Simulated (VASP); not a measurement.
## WSe$_{2}$: geometry relaxation (part 1 of 3)

WSe$_{2}$ (slab, 9 atoms in the cell), computed with Kohn-Sham DFT of a periodic cell, PBE, VASP PAW PBE potentials, recommended, no spin polarisation (VASP 6.6.1).

The structure derives from an entry of the Crystallography Open Database.

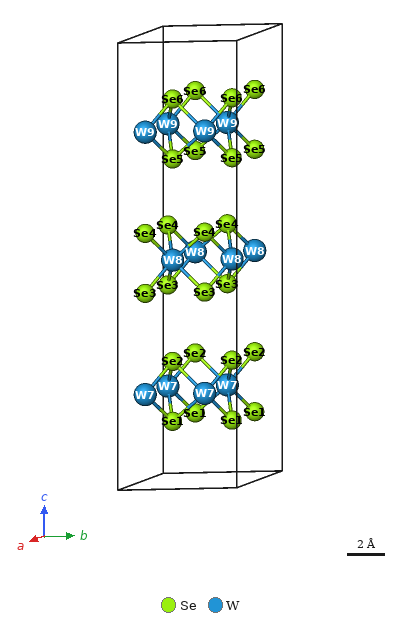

The structure as given in the input (ball-and-stick view of the 2 × 2 repeat of the cell, with the vacuum cut short, seen slightly off an axis; atoms are numbered from 1 in the order of the input). Near neighbours in the crystal (not all of them lie inside the picture): Se has 3 W at 2.55 Å; W has 6 Se at 2.55 Å.

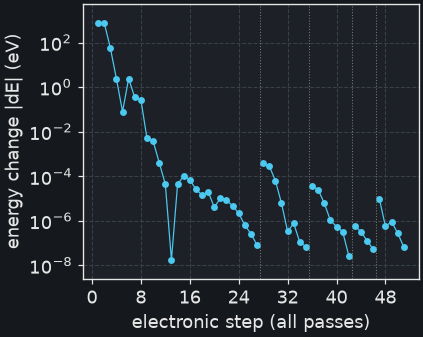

Convergence of the self-consistent field: energy change |dE| against the electronic step. Each stretch between dotted lines is the SCF of one geometry step of a relaxation. The 5 ionic steps take 4 to 27 electronic steps each. The density is held fixed in the first few steps, and dE rises again when its update begins.

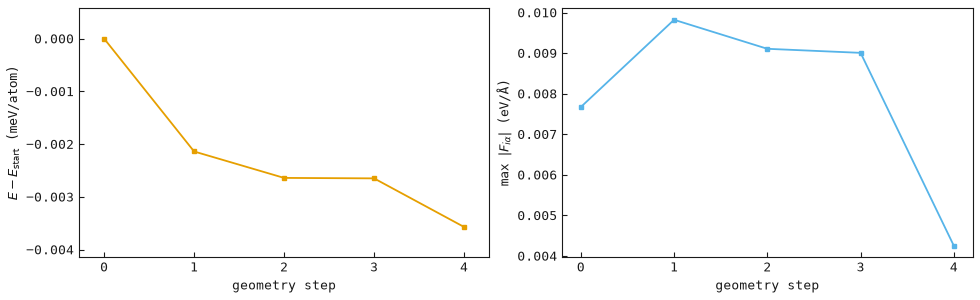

Progress of the relaxation, step by step (steps are counted from 0). After 4 geometry steps the energy has fallen by next to nothing (0.0 meV per atom). The largest force component goes from 0.0077 to 0.0042 eV/Å. No atom moves by more than 0.005 Å relative to the cell. 

The input that produced these results follows, with the program's output.

INCAR
```
SYSTEM = WSe2
PREC = Accurate ; ENCUT = 600
EDIFF = 1E-7 ; ISMEAR = 0
SIGMA = 0.03 ; LREAL = .False.
LASPH = .True. ; NELM = 80
ALGO = Normal ; ISIF = 3
LWAVE = .False. ; LCHARG = .False.
GGA = PE ; IBRION = 2
NSW = 90 ; EDIFFG = -0.005
LATTICE_CONSTRAINTS = .TRUE. .TRUE. .FALSE. ; KPAR = 4
```

KPOINTS
```
regular mesh
0
Gamma
  12 12 1
  0 0 0
```

POSCAR
```
WSe2                                    
1.0
    3.3238945166      0.0000000000      0.0000000000
   -1.6619472583      2.8785770924      0.0000000000
    0.0000000000      0.0000000000     34.3162600000
  Se              W             
     6     3
Direct
     0.3333333300000021    0.6666666699999979    0.2368435752865655
     0.3333333300000021    0.6666666699999979    0.3347275723351728
     0.6666666699999979    0.3333333300000021    0.4510728095864380
     0.6666666699999979    0.3333333300000021    0.5489271904135623
     0.3333333300000021    0.6666666699999979    0.6652724276648274
     0.3333333300000021    0.6666666699999979    0.7631564247134344
     0.6666666699999979    0.3333333300000021    0.2857806158222382
     0.3333333300000021    0.6666666699999979    0.5000000000000000
     0.6666666699999979    0.3333333300000021    0.7142193841777621
```

Command:
```bash
cat potpaw_PBE.64/Se/POTCAR potpaw_PBE.64/W_sv/POTCAR > POTCAR
mpirun -np 4 vasp_std > vasp.out
```

OSZICAR
```
N       E                     dE             d eps       ncg     rms          rms(c)
DAV:   1     0.778581058572E+03    0.77858E+03   -0.43566E+04  2108   0.167E+03
DAV:   2    -0.594430433190E+01   -0.78453E+03   -0.76596E+03  2172   0.387E+02
DAV:   3    -0.654470758529E+02   -0.59503E+02   -0.58546E+02  2110   0.975E+01
DAV:   4    -0.678706366084E+02   -0.24236E+01   -0.24129E+01  2280   0.191E+01
DAV:   5    -0.679508393617E+02   -0.80203E-01   -0.80091E-01  2440   0.332E+00    0.348E+01
DAV:   6    -0.655091918909E+02    0.24416E+01   -0.18005E+01  2190   0.190E+01    0.125E+01
DAV:   7    -0.651585771763E+02    0.35061E+00   -0.73518E+00  2122   0.951E+00    0.646E+00
DAV:   8    -0.648791290082E+02    0.27945E+00   -0.11812E+00  2256   0.504E+00    0.123E+00
DAV:   9    -0.648841953128E+02   -0.50663E-02   -0.15336E-01  2352   0.148E+00    0.947E-01
DAV:  10    -0.648803299985E+02    0.38653E-02   -0.38981E-02  2256   0.999E-01    0.232E-01
DAV:  11    -0.648799117196E+02    0.41828E-03   -0.37725E-03  2282   0.310E-01    0.107E-01
DAV:  12    -0.648798674429E+02    0.44277E-04   -0.34321E-04  2198   0.756E-02    0.909E-02
DAV:  13    -0.648798674251E+02    0.17826E-07   -0.28581E-04  2206   0.559E-02    0.155E-02
DAV:  14    -0.648799107701E+02   -0.43345E-04   -0.34210E-05  2282   0.291E-02    0.102E-02
DAV:  15    -0.648800159602E+02   -0.10519E-03   -0.47358E-05  2084   0.229E-02    0.179E-02
DAV:  16    -0.648800879965E+02   -0.72036E-04   -0.18755E-05  2194   0.187E-02    0.417E-03
DAV:  17    -0.648801138807E+02   -0.25884E-04   -0.40191E-06  2060   0.721E-03    0.461E-03
DAV:  18    -0.648801287397E+02   -0.14859E-04   -0.72549E-07  2018   0.347E-03    0.288E-03
DAV:  19    -0.648801493607E+02   -0.20621E-04   -0.19093E-06  1740   0.347E-03    0.278E-03
DAV:  20    -0.648801535321E+02   -0.41714E-05   -0.25380E-07  1594   0.174E-03    0.964E-04
DAV:  21    -0.648801638212E+02   -0.10289E-04   -0.59490E-07  1626   0.167E-03    0.957E-04
DAV:  22    -0.648801725313E+02   -0.87100E-05   -0.26274E-07  1512   0.123E-03    0.795E-04
DAV:  23    -0.648801772781E+02   -0.47469E-05   -0.17034E-07  1490   0.108E-03    0.741E-04
DAV:  24    -0.648801795028E+02   -0.22247E-05   -0.99809E-08  1466   0.876E-04    0.225E-04
DAV:  25    -0.648801801398E+02   -0.63700E-06   -0.22236E-08  1354   0.321E-04    0.218E-04
DAV:  26    -0.648801804095E+02   -0.26972E-06   -0.10394E-08  1346   0.191E-04    0.891E-05
DAV:  27    -0.648801804920E+02   -0.82444E-07   -0.25658E-09  1288   0.110E-04
   1 F= -.64880180E+02 E0= -.64880180E+02  d E =-.648802E+02
       N       E                     dE             d eps       ncg     rms          rms(c)
DAV:   1    -0.648805594685E+02   -0.37906E-03   -0.10705E-02  1908   0.700E-01    0.197E-01
DAV:   2    -0.648802698225E+02    0.28965E-03   -0.10792E-03  2060   0.202E-01    0.473E-02
DAV:   3    -0.648802050001E+02    0.64822E-04   -0.19134E-04  2162   0.578E-02    0.232E-02
DAV:   4    -0.648801988172E+02    0.61829E-05   -0.37082E-05  2126   0.300E-02    0.189E-02
DAV:   5    -0.648801991569E+02   -0.33972E-06   -0.61356E-06  2140   0.124E-02    0.122E-02
DAV:   6    -0.648801999327E+02   -0.77581E-06   -0.23804E-06  2132   0.649E-03    0.237E-03
DAV:   7    -0.648801998223E+02    0.11037E-06   -0.37307E-07  1672   0.360E-03    0.600E-04
DAV:   8    -0.648801997524E+02    0.69871E-07   -0.42923E-08  1258   0.124E-03
   2 F= -.64880200E+02 E0= -.64880200E+02  d E =-.192605E-04
       N       E                     dE             d eps       ncg     rms          rms(c)
DAV:   1    -0.648802376908E+02   -0.37868E-04   -0.94217E-04  1896   0.208E-01    0.584E-02
DAV:   2    -0.648802124423E+02    0.25248E-04   -0.95344E-05  2048   0.600E-02    0.140E-02
DAV:   3    -0.648802061800E+02    0.62624E-05   -0.16883E-05  2162   0.172E-02    0.689E-03
DAV:   4    -0.648802051223E+02    0.10576E-05   -0.32503E-06  2100   0.888E-03    0.559E-03
DAV:   5    -0.648802045661E+02    0.55619E-06   -0.53719E-07  1936   0.371E-03    0.371E-03
DAV:   6    -0.648802042340E+02    0.33208E-06   -0.18919E-07  1364   0.227E-03    0.607E-04
DAV:   7    -0.648802042620E+02   -0.27978E-07   -0.56162E-08  1240   0.148E-03
   3 F= -.64880204E+02 E0= -.64880204E+02  d E =-.237701E-04
       N       E                     dE             d eps       ncg     rms          rms(c)
DAV:   1    -0.648802048428E+02   -0.60879E-06   -0.13396E-05  1932   0.249E-02    0.687E-03
DAV:   2    -0.648802045204E+02    0.32243E-06   -0.13688E-06  2054   0.718E-03    0.160E-03
DAV:   3    -0.648802043901E+02    0.13029E-06   -0.20510E-07  1428   0.202E-03    0.828E-04
DAV:   4    -0.648802043368E+02    0.53269E-07   -0.41919E-08  1190   0.110E-03
   4 F= -.64880204E+02 E0= -.64880204E+02  d E =-.238449E-04
       N       E                     dE             d eps       ncg     rms          rms(c)
DAV:   1    -0.648802144804E+02   -0.10090E-04   -0.84225E-04  1898   0.164E-01    0.169E-02
DAV:   2    -0.648802139115E+02    0.56888E-06   -0.68715E-05  1914   0.422E-02    0.795E-03
DAV:   3    -0.648802129884E+02    0.92310E-06   -0.24086E-06  2152   0.851E-03    0.672E-03
DAV:   4    -0.648802127014E+02    0.28701E-06   -0.65677E-07  1942   0.341E-03    0.473E-03
DAV:   5    -0.648802126338E+02    0.67639E-07   -0.22456E-07  1456   0.304E-03
   5 F= -.64880213E+02 E0= -.64880213E+02  d E =-.829694E-05
```

Parts of OUTCAR
```
SYSTEM = WSe2
   PREC = Accurate
   ENCUT = 600
   EDIFF = 1E-7
   ISMEAR = 0
   LREAL = .False.
   LASPH = .True.
   NELM = 80
   ISIF = 3
   GGA = PE
   IBRION = 2
   NSW = 90
   EDIFFG = -0.005

 ion  position               nearest neighbor table
   1  0.333  0.667  0.237-   7 2.55   7 2.55   7 2.55
   2  0.333  0.667  0.335-   7 2.55   7 2.55   7 2.55
   3  0.667  0.333  0.451-   8 2.55   8 2.55   8 2.55
   4  0.667  0.333  0.549-   8 2.55   8 2.55   8 2.55
   5  0.333  0.667  0.665-   9 2.55   9 2.55   9 2.55
   6  0.333  0.667  0.763-   9 2.55   9 2.55   9 2.55
   7  0.667  0.333  0.286-   1 2.55   1 2.55   1 2.55   2 2.55   2 2.55   2 2.55
   8  0.333  0.667  0.500-   3 2.55   4 2.55   3 2.55   4 2.55   3 2.55   4 2.55
   9  0.667  0.333  0.714-   6 2.55   6 2.55   6 2.55   5 2.55   5 2.55   5 2.55

  LATTYP: Found a hexagonal cell.
 ALAT       =     3.3238945166
 C/A-ratio  =    10.3241122210

  Lattice vectors:

 A1 = (   3.3238945166,   0.0000000000,   0.0000000000)
 A2 = (  -1.6619472583,   2.8785770924,   0.0000000000)
 A3 = (   0.0000000000,   0.0000000000,  34.3162600000)

Analysis of symmetry for initial positions (statically):
=====================================================================
 Subroutine PRICEL returns:
 Original cell was already a primitive cell.

 Routine SETGRP: Setting up the symmetry group for a
 hexagonal supercell.

 Subroutine GETGRP returns: Found 12 space group operations
 (whereof 12 operations were pure point group operations)
 out of a pool of 24 trial point group operations.

The static configuration has the point symmetry D_3h.

Analysis of symmetry for dynamics (positions and initial velocities):
=====================================================================
 Subroutine PRICEL returns:
 Original cell was already a primitive cell.

 Routine SETGRP: Setting up the symmetry group for a
 hexagonal supercell.

 Subroutine GETGRP returns: Found 12 space group operations
 (whereof 12 operations were pure point group operations)
 out of a pool of 24 trial point group operations.

The dynamic configuration has the point symmetry D_3h.

 Subroutine INISYM returns: Found 12 space group operations
 (whereof 12 operations are pure point group operations),
 and found     1 'primitive' translations

----------------------------------------------------------------------------------------

                                     Primitive cell

  volume of cell :     328.3409

  direct lattice vectors                    reciprocal lattice vectors
     3.323894517  0.000000000  0.000000000     0.300851906  0.173696929  0.000000000
    -1.661947258  2.878577092  0.000000000     0.000000000  0.347393857  0.000000000
     0.000000000  0.000000000 34.316260000     0.000000000  0.000000000  0.029140705

  length of vectors
     3.323894517  3.323894518 34.316260000     0.347393858  0.347393857  0.029140705

  position of ions in fractional coordinates (direct lattice)
     0.333333330  0.666666670  0.236843575
     0.333333330  0.666666670  0.334727572
     0.666666670  0.333333330  0.451072810
     0.666666670  0.333333330  0.548927190
     0.333333330  0.666666670  0.665272428
     0.333333330  0.666666670  0.763156425
     0.666666670  0.333333330  0.285780616
     0.333333330  0.666666670  0.500000000
     0.666666670  0.333333330  0.714219384

  ion indices of the primitive-cell ions
   primitive index   ion index
                 1           1
                 2           2
                 3           3
                 4           4
                 5           5
                 6           6
                 7           7
                 8           8
                 9           9

----------------------------------------------------------------------------------------

 KPOINTS: regular mesh

Automatic generation of k-mesh.
 Grid dimensions read from file:
 generate k-points for:   12   12    1

 Generating k-lattice:

  Cartesian coordinates                     Fractional coordinates (reciprocal lattice)
     0.025070992  0.014474744  0.000000000     0.083333333  0.000000000  0.000000000
     0.000000000  0.028949488  0.000000000     0.000000000  0.083333333  0.000000000
     0.000000000  0.000000000  0.029140705     0.000000000  0.000000000  1.000000000

  Length of vectors
     0.028949488  0.028949488  0.029140705

  Shift w.r.t. Gamma in fractional coordinates (k-lattice)
     0.000000000  0.000000000  0.000000000

 Subroutine IBZKPT returns following result:
 ===========================================

 Found     19 irreducible k-points:

 Following reciprocal coordinates:
            Coordinates               Weight
  0.000000  0.000000  0.000000      1.000000
  0.083333 -0.000000  0.000000      6.000000
  0.166667 -0.000000  0.000000      6.000000
  0.250000 -0.000000  0.000000      6.000000
  0.333333 -0.000000  0.000000      6.000000
  0.416667 -0.000000  0.000000      6.000000
  0.500000 -0.000000  0.000000      3.000000
  0.083333  0.083333  0.000000      6.000000
  0.166667  0.083333  0.000000     12.000000
  0.250000  0.083333  0.000000     12.000000
  0.333333  0.083333  0.000000     12.000000
  0.416667  0.083333  0.000000     12.000000
  0.166667  0.166667  0.000000      6.000000
  0.250000  0.166667  0.000000     12.000000
  0.333333  0.166667  0.000000     12.000000
  0.416667  0.166667  0.000000      6.000000
  0.250000  0.250000  0.000000      6.000000
  0.333333  0.250000  0.000000     12.000000
  0.333333  0.333333  0.000000      2.000000
```
